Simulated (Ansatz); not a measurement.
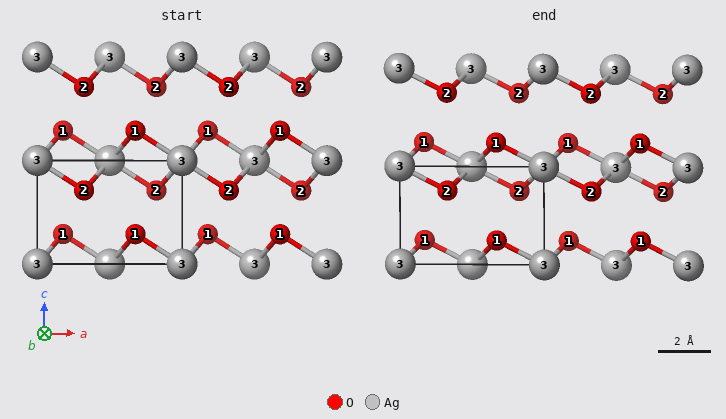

The structure of crystalline AgO$_{2}$ (a generated structure, set up in C2/m) (coarse preliminary run) before (left) and after (right) a relaxation, at one scale.

A ball-and-stick model of the conventional cell (2 times the calculation's cell), repeated 2 × 1 × 2 with one cell outlined, seen along the b axis. Lengths and directions refer to the drawn axes.

Case: Au → Ag, Te → O on all its sites, cell and atoms relaxed.

Theory: DFT r2SCAN, scalar-relativistic, plane waves, PAW in Ansatz 0.2.0.

Input file:
```yaml
crystal:
  lattice:
    - [2.7966796001, -1.6200103532, 0.0018619433]
    - [2.7966796001, 1.6200103532, 0.0018619433]
    - [-0.0001285451, 0.0, 3.9988424268]
  atoms:
    - { symbol: O, position: [0.6773456619, 0.6773456619, 0.7113612655] }
    - { symbol: O, position: [0.3226543381, 0.3226543381, 0.2886387345] }
    - { symbol: Ag, position: [0.0, 0.0, 0.0] }
basis:
  ecutwfc: 500
kpoints:
  mp_grid: { grid: [8, 8, 6] }
hamiltonian:
  xc: r2scan
scf:
  occupations: { method: gaussian, width: 0.1 }
output:
  forces: true
  stress: true
  eigenvalues: true
relax:
  adjacent_minimum: "off"
  f_tol: 0.05
  max_steps: 60
  cell: { stress_tol: 0.5 }
```

Command:
```bash
ansatz run input.yaml --threads 1 --pin off --max-ram 2560MiB --backend cpu --events-out ev --progress --plain --runs-dir out
```

### Summarise the run.

After 4 accepted moves (5 points after the start) the energy has fallen by 0.366 eV per cell of the calculation. The largest force component goes from 1.5 to 0.035 eV/Å. The pressure goes from −13.25 to 0.03 GPa. The SCF was repeated once at an unchanged geometry on a basis and grid sized afresh for the cell, which shifted the energy by 1.2 meV per cell of the calculation at most. The largest moves relative to the cell, 0.16 Å, are those of O1 and O2. O1 goes roughly along [−1 0 −3]. Ag stays in place. The volume changes by −5.0 %, with a 5.593 → 5.566 Å (−0.5 %), b 3.240 → 3.271 Å (+0.9 %), c 3.999 → 3.783 Å (−5.4 %), β 90.0° → 90.7°. Near-neighbour distances that change, for instance: O1–Ag3 2.222 → 2.102 Å, O1–Ag3 (another image) 2.143 → 2.071 Å. Bond angles that change, for instance: Ag3–O1–Ag3 93.6° → 102.1°, O1–Ag3–O1 93.6° → 102.1°, O1–Ag3–O2 86.4° → 77.9°. The space group stays C2/m (No. 12).

Limits of the set-up: an odd number of electrons was run without spin polarisation, which fails if the electron would localise.
